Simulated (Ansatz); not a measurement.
# Geometry relaxation, with input and output: Ga3Sb (part 1 of 2)

The run: geometry relaxation of Ga3Sb (I4/mmm, 4 atoms in the cell). Method and program: DFT PBEsol, scalar-relativistic, plane waves, PAW, no spin polarisation (Ansatz 0.2.0).

The structure derives from a Materials Project entry. Figures and captions count atoms from 1; the log counts them from 0 in places.

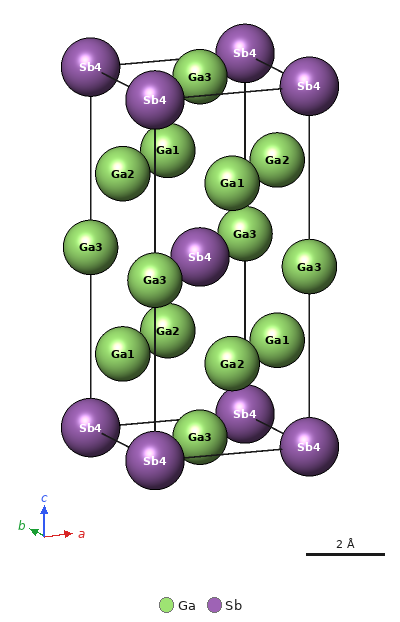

**Figure 1.** The structure as given in the input (spheres-only view of the cell 2 times as large as that of the calculation, set on its symmetry axes, seen slightly off an axis; atoms are numbered from 1 in the order of the input). An atom can appear more than once, as a periodic image.

**Summary**

```json
{"quantity": "outcome", "value": "converged"}
{"quantity": "space group (tolerance 0.01 Å)", "value": "I4/mmm (139)"}
{"quantity": "electrons treated", "value": "54"}
{"quantity": "free energy", "value": "−17637.3800 eV"}
{"quantity": "Fermi energy", "value": "10.411 eV"}
{"quantity": "gap on the k-point mesh", "value": "none (metallic)"}
{"quantity": "pressure", "value": "0.01 GPa"}
{"quantity": "final volume", "value": "82.43 Å³"}
{"quantity": "largest force (length of the vector) at the end", "value": "under 0.001 eV/Å"}
{"quantity": "final cell", "value": "a = 5.452 Å, b = 5.452 Å, c = 5.452 Å, α = 134.02°, β = 134.02°, γ = 67.05°"}
{"quantity": "hardware", "value": "1 thread of Intel Xeon (Sapphire Rapids), 32 GiB of memory available, shared host"}
{"quantity": "wall time", "value": "4.9 min"}
{"quantity": "peak memory", "value": "0.82 GiB"}
```

**The input**
```yaml
crystal:
  lattice:
    - [-2.158799, 2.158799, 4.760484]
    - [2.158799, -2.158799, 4.760484]
    - [2.158799, 2.158799, -4.760484]
  atoms:
    - { symbol: Ga, position: [0.75, 0.25, 0.5] }
    - { symbol: Ga, position: [0.25, 0.75, 0.5] }
    - { symbol: Ga, position: [0.5, 0.5, 0.0] }
    - { symbol: Sb, position: [0.0, 0.0, 0.0] }
basis:
  ecutwfc: 420
kpoints:
  mp_grid: { grid: [14, 14, 14] }
hamiltonian:
  xc: pbesol
scf:
  occupations: { method: gaussian, width: 0.1 }
output:
  forces: true
  stress: true
  eigenvalues: true
relax:
  adjacent_minimum: "off"
  f_tol: 0.005
  max_steps: 80
  cell: { stress_tol: 0.05 }
```

Run as:
```bash
ansatz run input.yaml --threads 1 --pin off --max-ram 2560MiB --backend cpu --events-out ev --progress --plain --runs-dir out
```

**The program's output**
```
Engine: ansatz 0.2.0, x86_64-unknown-linux-gnu
Pseudopotentials: kind: paw
Pseudopotential: Ga, paw, valence charge 13, recommended cutoff 420 eV (normal), Ga.paw.azcp
Pseudopotential: Sb, paw, valence charge 15, recommended cutoff 420 eV (normal), Sb.paw.azcp
Functional definition: PBEsol
  exchange = pbesol_x
  correlation = pbesol_c
Crystal: 4 atoms, lattice volume = 88.743 Å³
Basis set: ecut = 420 eV, 1743 PW (Γ), exchange–correlation on 80×80×80 points (8 copies of the dense FFT grid, shifted against one another)
Bands: 33, of which v1, the nominal top of the filled ones, is band 27 counted from 1 (26 counted from 0)
Symmetry: 16 space group operations
Space group: I4/mmm (ITA 139), of the structure as read, at distance tolerance 4.5e-5 Å
k-points: 244 of 2744
Non-local potential: Ga, projectors of the file, l = 0: 2, l = 1: 2, l = 2: 3, l = 3: 1
Non-local potential: Sb, projectors of the file, l = 0: 2, l = 1: 2, l = 2: 2, l = 3: 2
PAW form: soft (Blöchl's): semilocal exchange-correlation on the pseudo side does not see the compensation charge
PAW frozen core: Ga, regenerated for the run's functional, and the local potential with it (the file was generated under x = pbe(κ = 0.804, μ = 0.2195149727645171), c = pbe(β = 0.06672455060314922))
PAW frozen core: Sb, regenerated for the run's functional, and the local potential with it (the file was generated under x = pbe(κ = 0.804, μ = 0.2195149727645171), c = pbe(β = 0.06672455060314922))
PAW one-centre angular grid: Ga, 590 points (default); XC on 64 Gauss nodes
PAW one-centre angular grid: Sb, 590 points (default); XC on 64 Gauss nodes
Initial density: superposition of atomic densities (neutral atoms: chi_scale 0, normalization atom), corrected by the library's trained network
Initial wavefunctions: pseudopotential atomic-orbital guess
Functional: x = pbesol(κ = 0.804, μ = 0.12345679012345678), c = pbesol(β = 0.046)
SCF iter   1: F=—  HF=-17637.307395 eV  |F-HF|=—  |Δ(HF+E_count)|=         —  Δρ=1.91e-3  dr2=2.87e-3  ethr=1.77e-3  ⟨swp⟩=6.6  Hψ=32681  notcnv=0  defer=12
preconditioner: auto → Kerker (q_TF=auto, 2.512 Å⁻¹)  [metal: Δε(μ)=0.021 eV  Ē_g=17.651 eV  σ=0.100 eV  W_gap=0.12  n_scr=30 (ndim 8)  ℏωp=29.0 eV  f_vac=0.000  D(μ)=1.88/eV (n_scr^D=10)]
SCF iter   2: F=—  HF=-17637.303758 eV  |F-HF|=—  |Δ(HF+E_count)|=   3.64e-3  Δρ=1.15e-3  dr2=9.34e-4  ethr=5.31e-6  ⟨swp⟩=2.0  Hψ=15201  notcnv=0  defer=16
SCF iter   3: F=—  HF=-17637.303475 eV  |F-HF|=—  |Δ(HF+E_count)|=   2.82e-4  Δρ=5.06e-4  dr2=2.74e-4  ethr=1.73e-6  ⟨swp⟩=2.2  Hψ=13405  notcnv=0  defer=16
SCF iter   4: F=—  HF=-17637.303388 eV  |F-HF|=—  |Δ(HF+E_count)|=   8.75e-5  Δρ=1.67e-4  dr2=2.49e-5  ethr=5.07e-7  ⟨swp⟩=2.2  Hψ=14158  notcnv=0  defer=16
SCF iter   5: F=—  HF=-17637.303384 eV  |F-HF|=—  |Δ(HF+E_count)|=   4.34e-6  Δρ=4.53e-5  dr2=1.94e-6  ethr=4.62e-8  ⟨swp⟩=2.0  Hψ=14318  notcnv=0  defer=16
SCF iter   6: F=—  HF=-17637.303383 eV  |F-HF|=—  |Δ(HF+E_count)|=   7.31e-7  Δρ=3.23e-5  dr2=5.11e-7  ethr=3.59e-9  ⟨swp⟩=2.0  Hψ=14360  notcnv=0  defer=16
SCF iter   7: F=—  HF=-17637.303383 eV  |F-HF|=—  |Δ(HF+E_count)|=   3.28e-7  Δρ=1.52e-5  dr2=1.19e-7  ethr=9.45e-10  ⟨swp⟩=2.0  Hψ=13605  notcnv=0  defer=16
SCF iter   8: F=-17637.303383 eV  HF=-17637.303383 eV  |F-HF|=7.28e-11  |Δ(HF+E_count)|=   7.62e-8  Δρ=2.46e-6  dr2=5.10e-9  ethr=1.85e-10  ⟨swp⟩=7.6  Hψ=33697  notcnv=0
SCF 1 converged in 8 iterations: F = -17637.303383 eV  dr2 = 5.10e-9
  greatest PAW one-centre occupation: 0.996 electrons in one spin orbital (limit 2), on the Sb atom at site 3 (counted from 0), in its partial waves of l = 2
relax step   1: F+E_penalty+E_count = -17637.30338253 eV  Δ(F+E_penalty+E_count) = +0.000e0 eV  max|allowed force component| = 1.301e-18 eV/Å  Δτ_max = 0.0000 Å  P = -3.466 GPa  Ω = 88.743 Å³  (8 SCF iters, dr2 threshold 1.00e-7 eV, accepted)
Crystal: 4 atoms, lattice volume = 81.520 Å³
Basis set: ecut = 420 eV, 1571 PW (Γ), exchange–correlation on 80×80×80 points (8 copies of the dense FFT grid, shifted against one another)
Initial density: handed on by an earlier stage of this run
Initial wavefunctions: those handed on with the density
iter 1 solved again at ethr=1.70e-5 eV; its pass at ethr=3.10e-3 eV (dr2=9.15e-3 eV) is discarded
SCF iter   1: F=—  HF=-17637.380798 eV  |F-HF|=—  |Δ(HF+E_count)|=         —  Δρ=2.26e-3  dr2=9.95e-3  ethr=1.70e-5  ⟨swp⟩=2.4  Hψ=46508  notcnv=0
preconditioner: auto → Kerker (q_TF=auto, 2.547 Å⁻¹)  [metal: Δε(μ)=0.002 eV  Ē_g=17.945 eV  σ=0.100 eV  W_gap=0.01  n_scr=30 (ndim 8)  ℏωp=30.2 eV  f_vac=0.000  D(μ)=1.71/eV (n_scr^D=10)]
SCF iter   2: F=—  HF=-17637.379025 eV  |F-HF|=—  |Δ(HF+E_count)|=   1.77e-3  Δρ=1.46e-3  dr2=4.20e-3  ethr=1.70e-5  ⟨swp⟩=1.0  Hψ=8053  notcnv=0
SCF iter   3: F=—  HF=-17637.378002 eV  |F-HF|=—  |Δ(HF+E_count)|=   1.02e-3  Δρ=3.77e-4  dr2=1.09e-4  ethr=7.78e-6  ⟨swp⟩=2.5  Hψ=11826  notcnv=0
SCF iter   4: F=—  HF=-17637.377874 eV  |F-HF|=—  |Δ(HF+E_count)|=   1.28e-4  Δρ=1.66e-4  dr2=2.08e-5  ethr=2.02e-7  ⟨swp⟩=2.0  Hψ=13529  notcnv=0
SCF iter   5: F=—  HF=-17637.377871 eV  |F-HF|=—  |Δ(HF+E_count)|=   2.68e-6  Δρ=5.31e-5  dr2=3.86e-6  ethr=3.86e-8  ⟨swp⟩=2.8  Hψ=15410  notcnv=0
SCF iter   6: F=-17637.377871 eV  HF=-17637.377871 eV  |F-HF|=1.43e-7  |Δ(HF+E_count)|=   7.16e-7  Δρ=1.44e-5  dr2=2.45e-7  ethr=7.41e-10  ⟨swp⟩=3.8  Hψ=33626  notcnv=0
SCF 2 converged in 6 iterations: F = -17637.377871 eV  dr2 = 2.45e-7
relax step   2: F+E_penalty+E_count = -17637.37787055 eV  Δ(F+E_penalty+E_count) = -7.449e-2 eV  max|allowed force component| = 1.041e-17 eV/Å  Δτ_max = 0.0000 Å  P = +0.627 GPa  Ω = 81.520 Å³  energy of the carried Pulay correction = +1.618e-3 eV  (6 SCF iters, dr2 threshold 4.00e-7 eV, accepted)
Crystal: 4 atoms, lattice volume = 82.513 Å³
iter 1 solved again at ethr=4.20e-7 eV; its pass at ethr=3.10e-3 eV (dr2=2.27e-4 eV) is discarded
SCF iter   1: F=—  HF=-17637.379910 eV  |F-HF|=—  |Δ(HF+E_count)|=         —  Δρ=3.87e-4  dr2=2.60e-4  ethr=4.20e-7  ⟨swp⟩=2.3  Hψ=45945  notcnv=0
preconditioner: auto → Kerker (q_TF=auto, 2.542 Å⁻¹)  [metal: Δε(μ)=0.005 eV  Ē_g=17.947 eV  σ=0.100 eV  W_gap=0.03  n_scr=30 (ndim 8)  ℏωp=30.0 eV  f_vac=0.000  D(μ)=1.71/eV (n_scr^D=10)]
SCF iter   2: F=—  HF=-17637.379866 eV  |F-HF|=—  |Δ(HF+E_count)|=   4.44e-5  Δρ=2.49e-4  dr2=1.05e-4  ethr=4.20e-7  ⟨swp⟩=1.0  Hψ=8054  notcnv=0
SCF iter   3: F=—  HF=-17637.379844 eV  |F-HF|=—  |Δ(HF+E_count)|=   2.23e-5  Δρ=8.47e-5  dr2=5.55e-6  ethr=1.94e-7  ⟨swp⟩=2.0  Hψ=12955  notcnv=0
SCF iter   4: F=—  HF=-17637.379838 eV  |F-HF|=—  |Δ(HF+E_count)|=   5.98e-6  Δρ=2.49e-5  dr2=5.80e-7  ethr=1.03e-8  ⟨swp⟩=2.0  Hψ=13420  notcnv=0
SCF iter   5: F=-17637.379838 eV  HF=-17637.379838 eV  |F-HF|=4.48e-8  |Δ(HF+E_count)|=   4.57e-8  Δρ=9.75e-6  dr2=1.10e-7  ethr=7.41e-10  ⟨swp⟩=5.1  Hψ=32884  notcnv=0
SCF 3 converged in 5 iterations: F = -17637.379838 eV  dr2 = 1.10e-7
relax step   3: F+E_penalty+E_count = -17637.37983761 eV  Δ(F+E_penalty+E_count) = -1.967e-3 eV  max|allowed force component| = 2.082e-17 eV/Å  Δτ_max = 0.0000 Å  P = -0.062 GPa  Ω = 82.513 Å³  energy of the carried Pulay correction = +1.387e-3 eV  (5 SCF iters, dr2 threshold 4.00e-7 eV, accepted)
Crystal: 4 atoms, lattice volume = 82.533 Å³
Basis set: ecut = 420 eV, 1583 PW (Γ), exchange–correlation on 80×80×80 points (8 copies of the dense FFT grid, shifted against one another)
iter 1 solved again at ethr=3.77e-8 eV; its pass at ethr=3.10e-3 eV (dr2=2.04e-5 eV) is discarded
SCF iter   1: F=—  HF=-17637.380504 eV  |F-HF|=—  |Δ(HF+E_count)|=         —  Δρ=1.58e-4  dr2=1.87e-5  ethr=3.77e-8  ⟨swp⟩=3.0  Hψ=45154  notcnv=0
preconditioner: auto → Kerker (q_TF=auto, 2.542 Å⁻¹)  [metal: Δε(μ)=0.002 eV  Ē_g=17.940 eV  σ=0.100 eV  W_gap=0.01  n_scr=30 (ndim 8)  ℏωp=30.0 eV  f_vac=0.000  D(μ)=1.68/eV (n_scr^D=10)]
SCF iter   2: F=—  HF=-17637.380502 eV  |F-HF|=—  |Δ(HF+E_count)|=   1.35e-6  Δρ=1.06e-4  dr2=8.54e-6  ethr=3.45e-8  ⟨swp⟩=1.0  Hψ=8052  notcnv=0
SCF iter   3: F=—  HF=-17637.380502 eV  |F-HF|=—  |Δ(HF+E_count)|=   6.32e-7  Δρ=3.14e-5  dr2=5.86e-7  ethr=1.58e-8  ⟨swp⟩=2.0  Hψ=11911  notcnv=0
SCF iter   4: F=-17637.380501 eV  HF=-17637.380501 eV  |F-HF|=5.92e-9  |Δ(HF+E_count)|=   6.23e-7  Δρ=9.15e-6  dr2=4.45e-8  ethr=4.54e-10  ⟨swp⟩=6.2  Hψ=37523  notcnv=0
SCF 4 converged in 4 iterations: F = -17637.380501 eV  dr2 = 4.45e-8
relax step   4: F+E_penalty+E_count = -17637.38050105 eV  Δ(F+E_penalty+E_count) = -6.634e-4 eV  max|allowed force component| = 1.041e-17 eV/Å  Δτ_max = 0.0000 Å  P = -0.073 GPa  Ω = 82.533 Å³  energy of the carried Pulay correction = +1.382e-3 eV  (4 SCF iters, dr2 threshold 2.45e-7 eV, accepted)
Crystal: 4 atoms, lattice volume = 82.447 Å³
Basis set: ecut = 420 eV, 1607 PW (Γ), exchange–correlation on 80×80×80 points (8 copies of the dense FFT grid, shifted against one another)
iter 1 solved again at ethr=5.50e-7 eV; its pass at ethr=3.10e-3 eV (dr2=2.97e-4 eV) is discarded
SCF iter   1: F=—  HF=-17637.381544 eV  |F-HF|=—  |Δ(HF+E_count)|=         —  Δρ=6.52e-4  dr2=3.08e-4  ethr=5.50e-7  ⟨swp⟩=2.3  Hψ=50604  notcnv=0
preconditioner: auto → Kerker (q_TF=auto, 2.543 Å⁻¹)  [metal: Δε(μ)=0.008 eV  Ē_g=17.939 eV  σ=0.100 eV  W_gap=0.04  n_scr=22 (ndim 8)  ℏωp=30.1 eV  f_vac=0.000  D(μ)=1.79/eV (n_scr^D=10)]
SCF iter   2: F=—  HF=-17637.381522 eV  |F-HF|=—  |Δ(HF+E_count)|=   2.18e-5  Δρ=4.37e-4  dr2=1.40e-4  ethr=5.50e-7  ⟨swp⟩=1.0  Hψ=8052  notcnv=0
SCF iter   3: F=—  HF=-17637.381513 eV  |F-HF|=—  |Δ(HF+E_count)|=   9.16e-6  Δρ=1.25e-4  dr2=9.00e-6  ethr=2.59e-7  ⟨swp⟩=2.0  Hψ=12104  notcnv=0
SCF iter   4: F=—  HF=-17637.381503 eV  |F-HF|=—  |Δ(HF+E_count)|=   9.91e-6  Δρ=3.67e-5  dr2=6.30e-7  ethr=1.67e-8  ⟨swp⟩=2.0  Hψ=13436  notcnv=0
SCF iter   5: F=-17637.381503 eV  HF=-17637.381503 eV  |F-HF|=4.13e-8  |Δ(HF+E_count)|=   2.07e-8  Δρ=7.90e-6  dr2=6.33e-8  ethr=4.23e-10  ⟨swp⟩=6.1  Hψ=38662  notcnv=0
SCF 5 converged in 5 iterations: F = -17637.381503 eV  dr2 = 6.33e-8
relax step   5: F+E_penalty+E_count = -17637.38150335 eV  Δ(F+E_penalty+E_count) = -1.002e-3 eV  max|allowed force component| = 8.674e-18 eV/Å  Δτ_max = 0.0000 Å  P = +0.019 GPa  Ω = 82.447 Å³  energy of the carried Pulay correction = +1.399e-3 eV  (5 SCF iters, dr2 threshold 2.28e-7 eV, accepted)
Crystal: 4 atoms, lattice volume = 82.468 Å³
iter 1 solved again at ethr=3.29e-9 eV; its pass at ethr=3.10e-3 eV (dr2=1.78e-6 eV) is discarded
SCF iter   1: F=—  HF=-17637.381528 eV  |F-HF|=—  |Δ(HF+E_count)|=         —  Δρ=4.69e-5  dr2=1.49e-6  ethr=3.29e-9  ⟨swp⟩=3.0  Hψ=46619  notcnv=0
preconditioner: auto → Kerker (q_TF=auto, 2.542 Å⁻¹)  [metal: Δε(μ)=0.012 eV  Ē_g=17.938 eV  σ=0.100 eV  W_gap=0.07  n_scr=22 (ndim 8)  ℏωp=30.0 eV  f_vac=0.000  D(μ)=1.77/eV (n_scr^D=10)]
SCF iter   2: F=—  HF=-17637.381528 eV  |F-HF|=—  |Δ(HF+E_count)|=   2.04e-8  Δρ=3.13e-5  dr2=6.36e-7  ethr=2.75e-9  ⟨swp⟩=1.2  Hψ=8103  notcnv=0
SCF iter   3: F=—  HF=-17637.381528 eV  |F-HF|=—  |Δ(HF+E_count)|=   2.47e-8  Δρ=1.15e-5  dr2=8.68e-8  ethr=1.18e-9  ⟨swp⟩=2.0  Hψ=11734  notcnv=0
SCF iter   4: F=-17637.381528 eV  HF=-17637.381528 eV  |F-HF|=1.28e-9  |Δ(HF+E_count)|=   8.87e-8  Δρ=2.56e-6  dr2=3.11e-9  ethr=1.22e-11  ⟨swp⟩=4.0  Hψ=39877  notcnv=0
SCF 6 converged in 4 iterations: F = -17637.381528 eV  dr2 = 3.11e-9
relax step   6: F+E_penalty+E_count = -17637.38152820 eV  Δ(F+E_penalty+E_count) = -2.485e-5 eV  max|allowed force component| = 6.939e-18 eV/Å  Δτ_max = 0.0000 Å  P = +0.001 GPa  Ω = 82.468 Å³  energy of the carried Pulay correction = +1.394e-3 eV  (4 SCF iters, dr2 threshold 6.58e-9 eV, accepted)
Crystal: 4 atoms, lattice volume = 82.478 Å³
Basis set: ecut = 420 eV, 1591 PW (Γ), exchange–correlation on 80×80×80 points (8 copies of the dense FFT grid, shifted against one another)
iter 1 solved again at ethr=1.61e-7 eV; its pass at ethr=3.10e-3 eV (dr2=8.69e-5 eV) is discarded
SCF iter   1: F=—  HF=-17637.381423 eV  |F-HF|=—  |Δ(HF+E_count)|=         —  Δρ=3.31e-4  dr2=8.26e-5  ethr=1.61e-7  ⟨swp⟩=2.1  Hψ=47390  notcnv=0
preconditioner: auto → Kerker (q_TF=auto, 2.542 Å⁻¹)  [metal: Δε(μ)=0.015 eV  Ē_g=17.939 eV  σ=0.100 eV  W_gap=0.08  n_scr=30 (ndim 8)  ℏωp=30.0 eV  f_vac=0.000  D(μ)=1.64/eV (n_scr^D=10)]
SCF iter   2: F=—  HF=-17637.381415 eV  |F-HF|=—  |Δ(HF+E_count)|=   7.34e-6  Δρ=2.20e-4  dr2=3.69e-5  ethr=1.53e-7  ⟨swp⟩=1.0  Hψ=8052  notcnv=0
SCF iter   3: F=—  HF=-17637.381413 eV  |F-HF|=—  |Δ(HF+E_count)|=   2.28e-6  Δρ=5.31e-5  dr2=1.60e-6  ethr=6.84e-8  ⟨swp⟩=2.2  Hψ=12793  notcnv=0
SCF iter   4: F=—  HF=-17637.381411 eV  |F-HF|=—  |Δ(HF+E_count)|=   1.73e-6  Δρ=1.65e-5  dr2=1.87e-7  ethr=2.96e-9  ⟨swp⟩=2.0  Hψ=13435  notcnv=0
SCF iter   5: F=—  HF=-17637.381411 eV  |F-HF|=—  |Δ(HF+E_count)|=   2.26e-8  Δρ=3.56e-6  dr2=1.34e-8  ethr=3.46e-10  ⟨swp⟩=2.0  Hψ=13266  notcnv=0
SCF iter   6: F=—  HF=-17637.381411 eV  |F-HF|=—  |Δ(HF+E_count)|=   2.08e-9  Δρ=1.67e-6  dr2=2.11e-9  ethr=2.47e-11  ⟨swp⟩=2.0  Hψ=13254  notcnv=0
SCF iter   7: F=—  HF=-17637.381411 eV  |F-HF|=—  |Δ(HF+E_count)|=  9.90e-10  Δρ=7.48e-7  dr2=5.99e-10  ethr=3.92e-12  ⟨swp⟩=2.0  Hψ=13426  notcnv=0
SCF iter   8: F=—  HF=-17637.381411 eV  |F-HF|=—  |Δ(HF+E_count)|=  2.84e-10  Δρ=2.88e-7  dr2=1.29e-10  ethr=1.11e-12  ⟨swp⟩=2.0  Hψ=12028  notcnv=0
SCF iter   9: F=-17637.381411 eV  HF=-17637.381411 eV  |F-HF|=1.46e-11  |Δ(HF+E_count)|=  2.91e-11  Δρ=5.46e-8  dr2=4.70e-12  ethr=1.00e-12  ⟨swp⟩=4.9  Hψ=28558  notcnv=0
SCF 7 converged in 9 iterations: F = -17637.381411 eV  dr2 = 4.70e-12
relax step   7: F+E_penalty+E_count = -17637.38141140 eV  Δ(F+E_penalty+E_count) = +1.168e-4 eV  max|allowed force component| = 6.939e-18 eV/Å  Δτ_max = 0.0000 Å  P = -0.029 GPa  Ω = 82.478 Å³  energy of the carried Pulay correction = +1.393e-3 eV  (9 SCF iters, rejected (line search))
Crystal: 4 atoms, lattice volume = 82.465 Å³
iter 1 solved again at ethr=1.04e-7 eV; its pass at ethr=3.10e-3 eV (dr2=5.64e-5 eV) is discarded
SCF iter   1: F=—  HF=-17637.381568 eV  |F-HF|=—  |Δ(HF+E_count)|=         —  Δρ=2.53e-4  dr2=4.73e-5  ethr=1.04e-7  ⟨swp⟩=3.0  Hψ=47429  notcnv=0
preconditioner: auto → Kerker (q_TF=auto, 2.542 Å⁻¹)  [metal: Δε(μ)=0.001 eV  Ē_g=17.939 eV  σ=0.100 eV  W_gap=0.00  n_scr=22 (ndim 8)  ℏωp=30.0 eV  f_vac=0.000  D(μ)=1.73/eV (n_scr^D=10)]
SCF iter   2: F=—  HF=-17637.381564 eV  |F-HF|=—  |Δ(HF+E_count)|=   4.10e-6  Δρ=1.69e-4  dr2=2.11e-5  ethr=8.76e-8  ⟨swp⟩=1.0  Hψ=8052  notcnv=0
SCF iter   3: F=—  HF=-17637.381563 eV  |F-HF|=—  |Δ(HF+E_count)|=   4.17e-7  Δρ=5.11e-5  dr2=1.52e-6  ethr=3.90e-8  ⟨swp⟩=2.0  Hψ=12138  notcnv=0
SCF iter   4: F=—  HF=-17637.381562 eV  |F-HF|=—  |Δ(HF+E_count)|=   9.35e-7  Δρ=1.49e-5  dr2=1.07e-7  ethr=2.82e-9  ⟨swp⟩=2.0  Hψ=13432  notcnv=0
SCF iter   5: F=—  HF=-17637.381562 eV  |F-HF|=—  |Δ(HF+E_count)|=  3.53e-10  Δρ=3.39e-6  dr2=1.05e-8  ethr=1.98e-10  ⟨swp⟩=2.0  Hψ=12789  notcnv=0
SCF iter   6: F=—  HF=-17637.381562 eV  |F-HF|=—  |Δ(HF+E_count)|=   3.44e-9  Δρ=1.05e-6  dr2=1.13e-9  ethr=1.94e-11  ⟨swp⟩=2.0  Hψ=13306  notcnv=0
SCF iter   7: F=—  HF=-17637.381562 eV  |F-HF|=—  |Δ(HF+E_count)|=  1.24e-10  Δρ=7.79e-7  dr2=3.68e-10  ethr=2.09e-12  ⟨swp⟩=2.0  Hψ=13436  notcnv=0
SCF iter   8: F=—  HF=-17637.381562 eV  |F-HF|=—  |Δ(HF+E_count)|=  3.97e-10  Δρ=1.97e-7  dr2=5.47e-11  ethr=1.00e-12  ⟨swp⟩=2.0  Hψ=12689  notcnv=0
SCF iter   9: F=-17637.381562 eV  HF=-17637.381562 eV  |F-HF|=0.00e0  |Δ(HF+E_count)|=  1.46e-11  Δρ=4.10e-8  dr2=1.76e-12  ethr=1.00e-12  ⟨swp⟩=4.7  Hψ=28057  notcnv=0
SCF 8 converged in 9 iterations: F = -17637.381562 eV  dr2 = 1.76e-12
relax step   8: F+E_penalty+E_count = -17637.38156215 eV  Δ(F+E_penalty+E_count) = -3.395e-5 eV  max|allowed force component| = 1.214e-17 eV/Å  Δτ_max = 0.0000 Å  P = -0.004 GPa  Ω = 82.465 Å³  energy of the carried Pulay correction = +1.395e-3 eV  (9 SCF iters, accepted)
```
